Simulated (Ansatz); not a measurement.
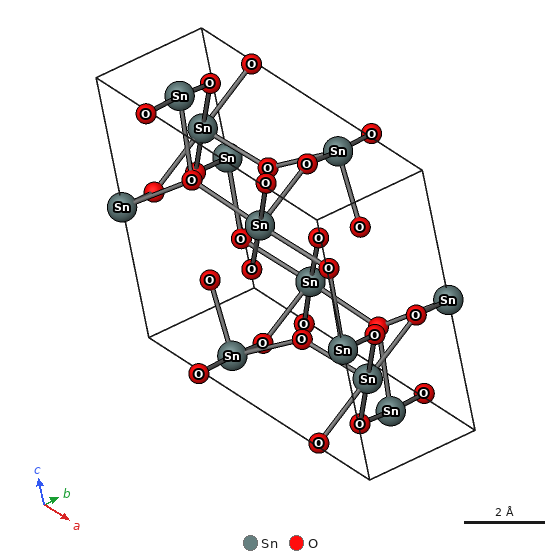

Figure: ball-and-stick view slightly off an axis. The lines enclose the supercell; boundary atoms appear with their images. The host is SnO2, in a cell of 24 sites, and the cell carries a charge of -3.

### Describe the defect.

A tin vacancy. Around the empty site lie six O at about 2.2 Å.

Setup: DFT PBE, scalar-relativistic, plane waves, PAW (Ansatz 0.2.0); plane-wave cutoff 420 eV, 3×3×3 k-points, Gaussian smearing of 0.01 eV, collinear spins.

### Is a magnetic moment found?

Yes, 1.0 μB in the cell.

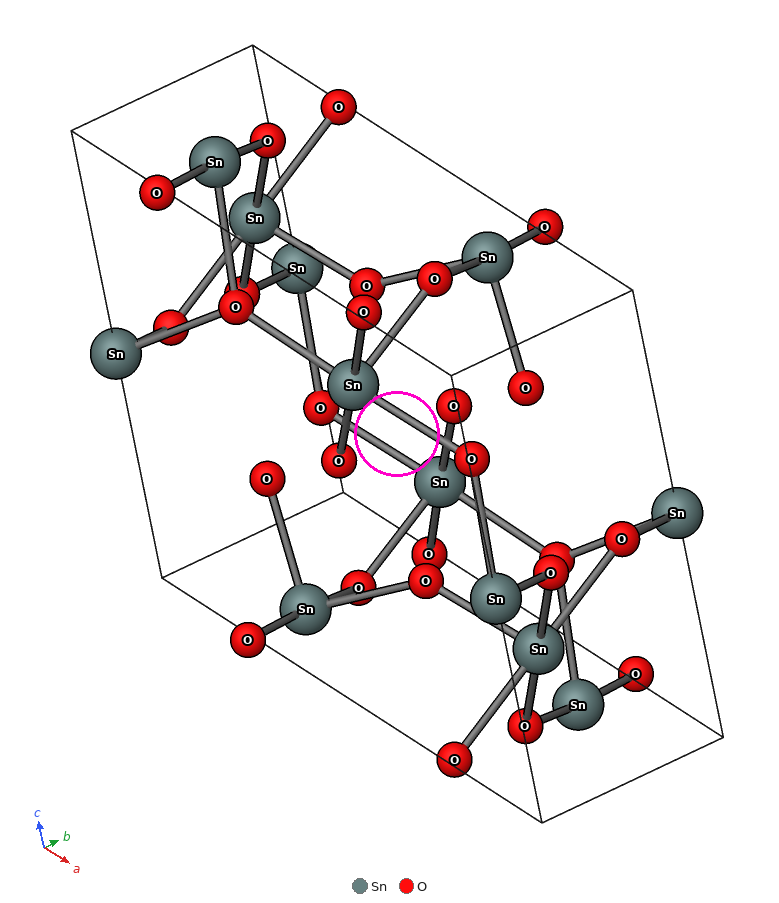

The same cell with a ring at the defect's site.

The atoms were relaxed in the host's cell with DFT PBE, scalar-relativistic, plane waves, PAW in Ansatz 0.2.0.
